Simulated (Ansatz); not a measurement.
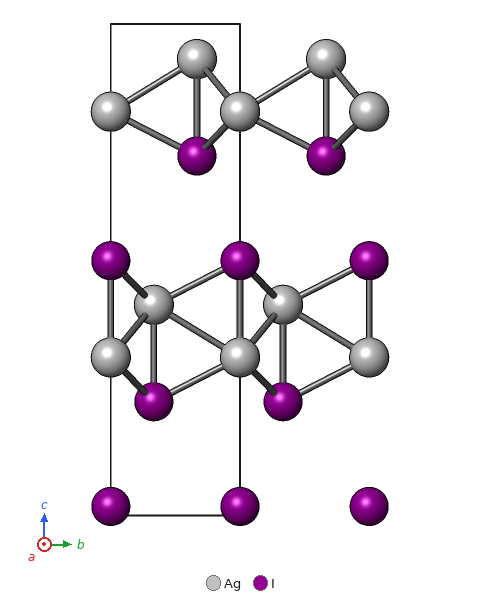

Projection along an edge of the hexagonal mesh, stacking direction c upwards. Every atom sits on one of the three columns of the mesh; call them A, B, C in the order in which they first turn up. The sequence starts with the first layer at or above the cell's origin.

System AgI; source of the atomic positions: the geometry relaxed with DFT, PBE-D3(BJ), plane waves, PAW in Ansatz.

List the layers of one repeat.

I(A) – I(B) – Ag(A) – Ag(B) – I(A) – I(C) – Ag(A) – Ag(C) (eight layers in 14.61 Å).

How are the I layers alone stacked?

I layers alone: ABAC, a mixed type, (ch) in Jagodzinski's notation.

Which positions between or in the I layers do the other atoms fill?

Ag: four tetrahedral sites in each hexagonal cell. Two of the four gaps between I layers are empty, 3.11 Å wide.

Heights of the layers:

| layer | atoms (column) | height (Å) | to next (Å) |
| --- | --- | --- | --- |
| 1 | I(A) | 0.27 | 3.11 |
| 2 | I(B) | 3.38 | 1.32 |
| 3 | Ag(A) | 4.70 | 1.56 |
| 4 | Ag(B) | 6.26 | 1.31 |
| 5 | I(A) | 7.58 | 3.11 |
| 6 | I(C) | 10.69 | 1.32 |
| 7 | Ag(A) | 12.01 | 1.56 |
| 8 | Ag(C) | 13.57 | 1.31 |
